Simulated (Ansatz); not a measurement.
## A series of single points on TaAs

System: TaAs (Fm-3m, 2 atoms in the cell).
Method: DFT r2SCAN, scalar-relativistic, plane waves, PAW, no spin polarisation (Ansatz 0.2.0).

The 7 runs differ only in the geometry, by an even scaling of the cell at fixed fractional positions. The structure was built on a prototype by a generator; it need not be a known phase.

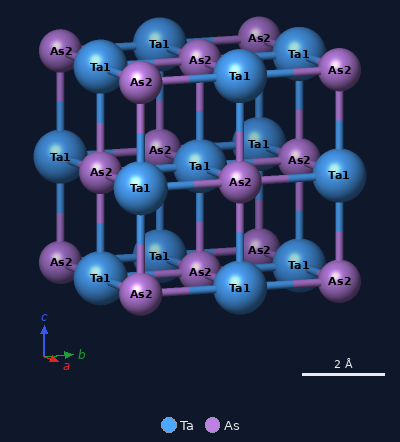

Figure 1. The structure of run 4 (ball-and-stick view of the cell 4 times as large as that of the calculation, set on its symmetry axes, seen slightly off an axis; atoms are numbered from 1 in the order of the input). An atom can appear more than once, as a periodic image.

**Input of run 4**
```yaml
crystal:
  lattice:
    - [0.0, 2.6192812653, 2.6192812653]
    - [2.6192812653, 0.0, 2.6192812653]
    - [2.6192812653, 2.6192812653, 0.0]
  atoms:
    - { symbol: Ta, position: [0.5, 0.5, 0.5] }
    - { symbol: As, position: [0.0, 0.0, 0.0] }
basis:
  ecutwfc: 500
  ecutrho_ratio: 4
kpoints:
  mp_grid: { grid: [12, 12, 12] }
hamiltonian:
  xc: r2scan
scf:
  occupations: { method: gaussian, width: 0.05 }
output:
  forces: true
  stress: true
  eigenvalues: true
```

Command:
```bash
ansatz run input.yaml --threads 2 --pin off --max-ram 2662MiB --backend cpu --events-out ev --progress --plain --runs-dir out
```

Run 6 differs from it as follows:
```diff
-    - [0.0, 2.6192812653, 2.6192812653]
-    - [2.6192812653, 0.0, 2.6192812653]
-    - [2.6192812653, 2.6192812653, 0.0]
+    - [0.0, 2.6402332679, 2.6402332679]
+    - [2.6402332679, 0.0, 2.6402332679]
+    - [2.6402332679, 2.6402332679, 0.0]
```

**Results, with one run withheld**

```csv
run,volume per atom (Å³),"free energy per atom, from the lowest run given (meV)",pressure (GPa)
1,17.251,15.98,7.39
2,17.611,3.85,3.50
3,17.943,0.02,0.25
4,17.970,0.00,0.00
5,18.329,3.59,−3.15
6,18.405,?,?
7,19.228,40.42,−9.70
```

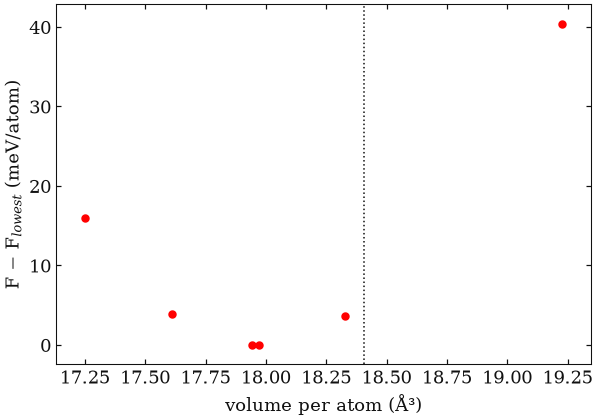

Figure 2. Free energy per atom of the runs given; the dotted line marks run 6.

Fit the runs given and predict run 6.

A cubic polynomial in V^(−2/3) (the Birch–Murnaghan form), fitted to the 6 runs given, misses them by at most 0.01 meV per atom. With x = V^(−2/3) − 0.14539 Å⁻², it reads F = 0.13766 − 726.13 x + 9.8283e+05 x² + 9.6031e+05 x³ (meV per atom). At run 6 it gives 5.23 meV per atom, and the run itself gives 5.22. The slope of the fit gives a pressure −dF/dV of −3.77 GPa there, and the run prints −3.77 GPa. The fit has its minimum at 17.970 Å³ per atom, where V d²F/dV² gives 166 GPa: the bulk modulus at this level, since symmetry fixes the shape and the positions.

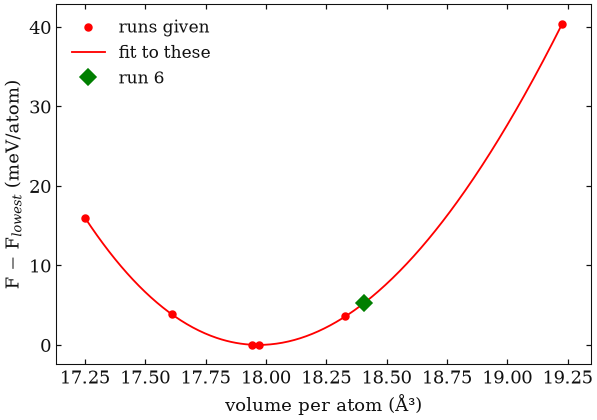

Figure 3. The fit and the withheld run.

**Output, shortened to warnings, some set-up lines, iterations and results (run 6)**
```
Basis set: ecut = 500 eV, 941 PW (Γ), exchange–correlation on 120×120×120 points (64 copies of the dense FFT grid, shifted against one another)
Symmetry: 48 space group operations
k-points: 72 of 1728
Initial density: superposition of atomic densities (neutral atoms: chi_scale 0, normalization atom), corrected by the library's trained network
[...]
SCF iter   1: F=—  HF=-14808.916840 eV  |F-HF|=—  |Δ(HF+E_count)|=         —  Δρ=6.69e-3  dr2=2.18e-2  dr2_τ=1.27e-2  ethr=1.77e-3  ⟨swp⟩=6.0  Hψ=14282  notcnv=0  defer=11
SCF iter   2: F=—  HF=-14808.956247 eV  |F-HF|=—  |Δ(HF+E_count)|=   3.94e-2  Δρ=4.30e-3  dr2=7.16e-3  dr2_τ=5.56e-4  ethr=7.78e-5  ⟨swp⟩=2.0  Hψ=3493  notcnv=0  defer=179
SCF iter   3: F=—  HF=-14808.957087 eV  |F-HF|=—  |Δ(HF+E_count)|=   8.39e-4  Δρ=1.99e-3  dr2=1.57e-3  dr2_τ=7.27e-5  ethr=2.56e-5  ⟨swp⟩=2.4  Hψ=1731  notcnv=0  defer=179
SCF iter   4: F=—  HF=-14808.957444 eV  |F-HF|=—  |Δ(HF+E_count)|=   3.57e-4  Δρ=3.89e-4  dr2=4.79e-5  dr2_τ=6.54e-6  ethr=5.61e-6  ⟨swp⟩=2.0  Hψ=2004  notcnv=0  defer=179
SCF iter   5: F=—  HF=-14808.957481 eV  |F-HF|=—  |Δ(HF+E_count)|=   3.73e-5  Δρ=1.22e-4  dr2=7.12e-6  dr2_τ=1.49e-7  ethr=1.71e-7  ⟨swp⟩=2.0  Hψ=1778  notcnv=0  defer=179
SCF iter   6: F=—  HF=-14808.957487 eV  |F-HF|=—  |Δ(HF+E_count)|=   5.85e-6  Δρ=3.50e-5  dr2=5.17e-7  dr2_τ=8.89e-9  ethr=2.54e-8  ⟨swp⟩=2.0  Hψ=1778  notcnv=0  defer=179
SCF iter   7: F=-14808.957487 eV  HF=-14808.957487 eV  |F-HF|=1.37e-8  |Δ(HF+E_count)|=   2.34e-7  Δρ=7.37e-6  dr2=1.83e-8  dr2_τ=4.32e-10  ethr=3.57e-10  ⟨swp⟩=9.5  Hψ=7545  …
SCF 1 converged in 7 iterations: F = -14808.957487 eV  dr2 = 1.83e-8
SCF converged after 7 iterations
Free energy (F): -14808.957487 eV
Harris-Foulkes:  -14808.957487 eV  (|F-HF|=1.37e-8)
Internal energy: -14808.954648 eV  (E = F + TS)
E sigma→0 (E₀):  -14808.956067 eV
Entropy (-TS):   -0.002839 eV (-1.419 meV/atom)
Fermi energy:    16.692771 eV
--- Per-component energies (eV) ---
  E_band       = -325.563722
  E_kinetic    = 471.984418
  E_local      = -2112.039275  (includes V_loc(G=0)·N_el)
  E_nonlocal   = -654.803090
  E_hartree    = 1081.377024
  E_xc         = -279.082565
  E_vxc        = -306.892896  (∫ρ·V_xc dr)
  E_paw        = -10271.660191  (= ΣΔE_a)
  E_vpaw       = 97.920883  (= ΣTr[D̂ρ^β])
  E_aug_tail   = 0.000085  (compensation charges beyond the density's cutoff)
  E_vtau       = 15.514367  (kinetic-family band-sum trace: ∫τ·v_τ [+ j·A + Jᵃ·Aᵃ] dr)
  E_ewald      = -3042.517364
  E_core_change = -2.213688  (= ΣΔE_core)
  E_smearing   = -0.002839  (= −TS)
  E_closure    = -0.000000  (closes the sum)
  Σ components = -14808.957487   (vs F -14808.957487, Δ=0.00e0)
--- Forces (eV/Å), atoms counted from 1 ---
  atom   1  Ta     0.00000000    -0.00000000    -0.00000000
  atom   2  As    -0.00000000     0.00000000    -0.00000000
  max |Σ_I F_I| component: 3.28e-29 eV/Å
--- Stress (GPa, compression-positive) ---
       -3.765154       0.000000       0.000000
        0.000000      -3.765154       0.000000
       -0.000000       0.000000      -3.765154
  P = ⅓ Tr σ = -3.7652 GPa (-37.652 kbar)
```

Notes: Spin–orbit coupling is left out, which matters for Ta.
